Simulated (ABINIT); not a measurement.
# W: single-point calculation

W (Fm-3m, 1 atom in the cell), computed with Kohn-Sham DFT of a periodic cell, PBEsol, JTH PAW PBE v2.0, no spin polarisation (ABINIT 10.8.3).

The structure derives from an entry of the Crystallography Open Database.

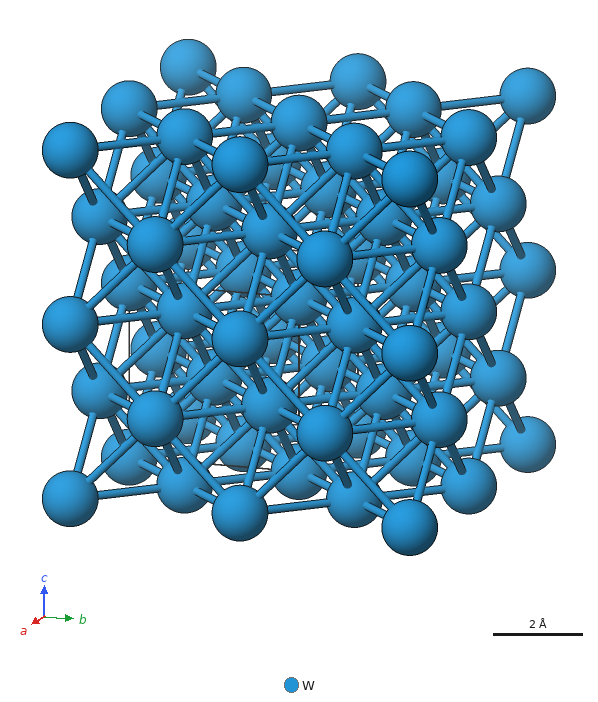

Fig. 1: The structure (ball-and-stick view of the cell 4 times as large as that of the calculation, set on its symmetry axes, repeated 2 × 2 × 2, seen slightly off an axis). An atom can appear more than once, as a periodic image.

Summary

```json
{"quantity": "outcome", "value": "converged"}
{"quantity": "space group (tolerance 0.01 Å)", "value": "Fm-3m (225)"}
{"quantity": "electrons treated", "value": "14"}
{"quantity": "free energy", "value": "−1879.7012 eV"}
{"quantity": "Fermi energy", "value": "8.437 eV"}
{"quantity": "gap on the k-point mesh", "value": "none (metallic)"}
{"quantity": "pressure", "value": "−12.58 GPa"}
{"quantity": "largest force (length of the vector)", "value": "under 0.001 eV/Å"}
{"quantity": "hardware", "value": "1 thread of Arm Neoverse V1, 24 GiB of memory available, shared host"}
{"quantity": "wall time", "value": "6.7 s"}
{"quantity": "peak memory", "value": "0.08 GiB"}
```

Notes

Spin–orbit coupling is left out, which matters for W. The cell is under a tension of 12.6 GPa at this level, so it is not at its equilibrium volume.

Input file
```
pp_dirpath "./"
pseudos "W.GGA_PBE-JTH.xml"

acell 3*1.0
rprim
     0.0000000000     3.8361440330     3.8361440330
     3.8361440330     0.0000000000     3.8361440330
     3.8361440330     3.8361440330     0.0000000000
ntypat 1
znucl 74
natom 1
typat 1
xred
     0.0000000000     0.0000000000     0.0000000000

ecut 16.0
pawecutdg 32.0
pawxcdev 0

kptopt 1
ngkpt 8 8 8
nshiftk 1
shiftk 0.0 0.0 0.0

ixc -116133

nband 11
occopt 7
tsmear 0.00367493

nstep 100
tolvrs 1.0e-9

iomode 3
prtwf 0
prtden 0
prteig 0
prtebands 0
enunit 1
```

Launch command:
```bash
abinit run.abi > log 2>&1
```

What the program printed
```
.Version 10.8.3 of ABINIT
 Symmetries : space group Fm -3 m (#225); Bravais cF (face-center cubic)
================================================================================
 Values of the parameters that define the memory need of the present run
     intxc =       0    ionmov =       0      iscf =      17    lmnmax =      18
     lnmax =       6     mgfft =      20  mpssoang =       3    mqgrid =    3001
     natom =       1  nloc_mem =       2    nspden =       1   nspinor =       1
    nsppol =       1      nsym =      48    n1xccc =       1    ntypat =       1
    occopt =       7   xclevel =       2
       mpw =         360          nfft =        8000          nkpt =          29
 PAW method is used; the additional fine FFT grid is defined by:
   mgfftf=        30    nfftf =     27000
================================================================================
================================================================================

--------------------------------------------------------------------------------
------------- Echo of variables that govern the present computation ------------
--------------------------------------------------------------------------------
 -outvars: echo values of preprocessed input variables --------
            acell      1.0000000000E+00  1.0000000000E+00  1.0000000000E+00 Bohr
              amu      1.83850000E+02
             ecut      1.60000000E+01 Hartree
           enunit           1
              ixc     -116133
         kptrlatt        8    0    0      0    8    0      0    0    8
          kptrlen      4.34010153E+01
            natom           1
            nband          11
            ngfft          20      20      20
          ngfftdg          30      30      30
             nkpt          29
            nstep         100
             nsym          48
           ntypat           1
           occopt           7
        pawecutdg      3.20000000E+01 Hartree
         pawxcdev           0
           prtden           0
        prtebands           0
           prteig           0
            prtwf           0
            rprim      0.0000000000E+00  3.8361440330E+00  3.8361440330E+00
                       3.8361440330E+00  0.0000000000E+00  3.8361440330E+00
                       3.8361440330E+00  3.8361440330E+00  0.0000000000E+00
          spgroup         225
           tolvrs      1.00000000E-09
           tsmear      3.67493000E-03 Hartree
            typat      1
           useylm           1
            znucl       74.00000

================================================================================

 chkinp: Checking input parameters for consistency.

================================================================================
== DATASET  1 ==================================================================

--- !DatasetInfo
iteration_state: {dtset: 1, }
dimensions: {natom: 1, nkpt: 29, mband: 11, nsppol: 1, nspinor: 1, nspden: 1, mpw: 360, }
cutoff_energies: {ecut:  16.0, pawecutdg:  32.0, }
electrons: {nelect:   1.40000000E+01, charge:   0.00000000E+00, occopt:   7.00000000E+00, tsmear:   3.67493000E-03, }
meta: {optdriver: 0, ionmov: 0, optcell: 0, iscf: 17, paral_kgb: 0, }
...

 Real(R)+Recip(G) space primitive vectors, cartesian coordinates (Bohr,Bohr^-1):
 R(1)=  0.0000000  3.8361440  3.8361440  G(1)= -0.1303392  0.1303392  0.1303392
 R(2)=  3.8361440  0.0000000  3.8361440  G(2)=  0.1303392 -0.1303392  0.1303392
 R(3)=  3.8361440  3.8361440  0.0000000  G(3)=  0.1303392  0.1303392 -0.1303392
 Unit cell volume ucvol=  1.1290540E+02 bohr^3
 Angles (23,13,12)=  6.00000000E+01  6.00000000E+01  6.00000000E+01 degrees

 Coarse grid specifications (used for wave-functions):

 getcut: wavevector=  0.0000  0.0000  0.0000  ngfft=  20  20  20
         ecut(hartree)=     16.000   => boxcut(ratio)=   2.04736

 Fine grid specifications (used for densities):

 getcut: wavevector=  0.0000  0.0000  0.0000  ngfft=  30  30  30
         ecut(hartree)=     32.000   => boxcut(ratio)=   2.17397

--- Pseudopotential description ------------------------------------------------
- pspini: atom type   1  psp file is ./W.GGA_PBE-JTH.xml
 Pseudopotential format is: paw10
 basis_size (lnmax)=  6 (lmn_size= 18), orbitals=   0   0   1   1   2   2
 Spheres core radius: rc_sph= 2.41188978
 Shapefunction is BESSEL type: shapef(r,l)=aa(1,l)*jl(q(1,l)*r)+aa(2,l)*jl(q(2,l)*r)
 Radius for shape functions =  2.10354610
 Compensation charge density is not taken into account in XC energy/potential

   6.59015510E+02                                ecore*ucvol(ha*bohr**3)
--------------------------------------------------------------------------------

================================================================================

--- !BeginCycle
iteration_state: {dtset: 1, }
solver: {iscf: 17, nstep: 100, nline: 4, wfoptalg: 10, }
tolerances: {tolvrs: 1.00E-09, }
...

     iter   Etot(hartree)      deltaE(h)  residm     nres2
 ETOT  1  -67.631509881960    -6.763E+01 1.102E+01 4.165E+00
 ETOT  2  -69.093223090370    -1.462E+00 4.910E-02 3.658E+00
 ETOT  3  -69.081514824190     1.171E-02 1.531E-02 9.938E-01
 ETOT  4  -69.077497465238     4.017E-03 2.571E-03 1.242E-02
 ETOT  5  -69.077815611732    -3.181E-04 6.051E-04 1.529E-02
 ETOT  6  -69.077742969593     7.264E-05 8.255E-05 4.582E-05
 ETOT  7  -69.077746121959    -3.152E-06 3.934E-05 5.330E-06
 ETOT  8  -69.077746137923    -1.596E-08 1.728E-06 7.382E-06
 ETOT  9  -69.077746127501     1.042E-08 1.108E-06 4.353E-07
 ETOT 10  -69.077746125956     1.545E-09 1.838E-07 2.103E-08
 ETOT 11  -69.077746126017    -6.168E-11 2.792E-08 9.222E-10

 At SCF step   11       nres2   =  9.22E-10 < tolvrs=  1.00E-09 =>converged.

 Cartesian components of stress tensor (hartree/bohr^3)
  sigma(1 1)=  4.27588015E-04  sigma(3 2)=  0.00000000E+00
  sigma(2 2)=  4.27588015E-04  sigma(3 1)=  0.00000000E+00
  sigma(3 3)=  4.27588015E-04  sigma(2 1)=  0.00000000E+00

--- !ResultsGS
iteration_state: {dtset: 1, }
comment   : Summary of ground state results
lattice_vectors:
- [  0.0000000,   3.8361440,   3.8361440, ]
- [  3.8361440,   0.0000000,   3.8361440, ]
- [  3.8361440,   3.8361440,   0.0000000, ]
lattice_lengths: [   5.42513,    5.42513,    5.42513, ]
lattice_angles: [ 60.000,  60.000,  60.000, ] # degrees, (23, 13, 12)
lattice_volume:   1.1290540E+02
convergence: {deltae: -6.168E-11, res2:  9.222E-10, residm:  2.792E-08, diffor: null, }
etotal    :  -6.90777461E+01
entropy   :   0.00000000E+00
fermie    :   3.10048874E-01
cartesian_stress_tensor: # hartree/bohr^3
- [  4.27588015E-04,   0.00000000E+00,   0.00000000E+00, ]
- [  0.00000000E+00,   4.27588015E-04,   0.00000000E+00, ]
- [  0.00000000E+00,   0.00000000E+00,   4.27588015E-04, ]
pressure_GPa:  -1.2580E+01
xred      :
- [  0.0000E+00,   0.0000E+00,   0.0000E+00,  W]
cartesian_forces: # hartree/bohr
- [ -0.00000000E+00,  -0.00000000E+00,  -0.00000000E+00, ]
force_length_stats: {min:   0.00000000E+00, max:   0.00000000E+00, mean:   0.00000000E+00, }
...

 Integrated electronic density in atomic spheres:
 ------------------------------------------------
 Atom  Sphere_radius  Integrated_density
    1        2.41189         11.64704348

================================================================================

 ----iterations are completed or convergence reached----

 Mean square residual over all n,k,spin=   23.442E-11; max=  27.917E-09
 reduced coordinates (array xred) for    1 atoms
       0.000000000000      0.000000000000      0.000000000000
 rms dE/dt=  0.0000E+00; max dE/dt=  0.0000E+00; dE/dt below (all hartree)
    1       0.000000000000      0.000000000000      0.000000000000

 cartesian coordinates (angstrom) at end:
    1      0.00000000000000     0.00000000000000     0.00000000000000

 cartesian forces (hartree/bohr) at end:
    1     -0.00000000000000    -0.00000000000000    -0.00000000000000
 frms,max,avg= 0.0000000E+00 0.0000000E+00   0.000E+00  0.000E+00  0.000E+00 h/b

 cartesian forces (eV/Angstrom) at end:
    1     -0.00000000000000    -0.00000000000000    -0.00000000000000
 frms,max,avg= 0.0000000E+00 0.0000000E+00   0.000E+00  0.000E+00  0.000E+00 e/A
 length scales=  1.000000000000  1.000000000000  1.000000000000 bohr
              =  0.529177210544  0.529177210544  0.529177210544 angstroms
 Fermi (or HOMO) energy (eV) =   8.43686   Average Vxc (eV)= -13.10208
 Eigenvalues (   eV  ) for nkpt=  29  k points:
 kpt#   1, nband= 11, wtk=  0.00195, kpt=  0.0000  0.0000  0.0000 (reduced coord)
 -65.21406  -28.85027  -28.85027  -28.85027   -0.39563    7.96001    7.96001    7.96001
  10.99050   10.99050   21.57535
 prteigrs : prtvol=0 or 1, do not print more k-points.

--- !EnergyTerms
iteration_state     : {dtset: 1, }
comment             : Components of total free energy in Hartree
kinetic             :  6.74397696165402E+00
hartree             :  1.04120408679943E+01
xc                  : -7.57779056881979E+00
Ewald energy        : -5.85635574939261E+01
psp_core            :  5.83688216054516E+00
local_psp           : -2.92536961430081E+01
PAW spherical_terms :  3.32469165334565E+00
internal            : -6.90774525622149E+01
'-kT*entropy'       : -3.12498622452774E-04
total_energy        : -6.90777650608373E+01
total_energy_eV     : -1.87970174607958E+03
...

--- !EnergyTermsDC
iteration_state     : {dtset: 1, }
comment             : '"Double-counting" decomposition of free energy'
band_energy         : -9.96905296296510E+00
Ewald energy        : -5.85635574939261E+01
psp_core            :  5.83688216054516E+00
xc_dc               : -1.37560767952572E+01
PAW spherical_terms :  7.37437146420847E+00
internal            : -6.90774336273947E+01
'-kT*entropy'       : -3.12498622452774E-04
total_energy_dc     : -6.90777461260172E+01
total_energy_dc_eV  : -1.87970123083687E+03
...

--- !EnergyTermsWithPAWCore
iteration_state     : {dtset: 1, }
comment             : 'Components of total free energy, including PAW core contributions'
Total energy        : -1.61382404322063E+04
Total energy DC     : -1.61382404132714E+04
Total energy (eV)   : -4.39143893731272E+05
Total energy DC (eV): -4.39143893216029E+05
...

 Cartesian components of stress tensor (hartree/bohr^3)
  sigma(1 1)=  4.27588015E-04  sigma(3 2)=  0.00000000E+00
  sigma(2 2)=  4.27588015E-04  sigma(3 1)=  0.00000000E+00
  sigma(3 3)=  4.27588015E-04  sigma(2 1)=  0.00000000E+00

-Cartesian components of stress tensor (GPa)         [Pressure= -1.2580E+01 GPa]
- sigma(1 1)=  1.25800737E+01  sigma(3 2)=  0.00000000E+00
- sigma(2 2)=  1.25800737E+01  sigma(3 1)=  0.00000000E+00
- sigma(3 3)=  1.25800737E+01  sigma(2 1)=  0.00000000E+00

== END DATASET(S) ==============================================================
================================================================================

 -outvars: echo values of variables after computation  --------
            acell      1.0000000000E+00  1.0000000000E+00  1.0000000000E+00 Bohr
           etotal     -6.9077746126E+01
            fcart     -0.0000000000E+00 -0.0000000000E+00 -0.0000000000E+00
            rprim      0.0000000000E+00  3.8361440330E+00  3.8361440330E+00
                       3.8361440330E+00  0.0000000000E+00  3.8361440330E+00
                       3.8361440330E+00  3.8361440330E+00  0.0000000000E+00
           strten      4.2758801488E-04  4.2758801488E-04  4.2758801488E-04
                       0.0000000000E+00  0.0000000000E+00  0.0000000000E+00
 Calculation completed.
```
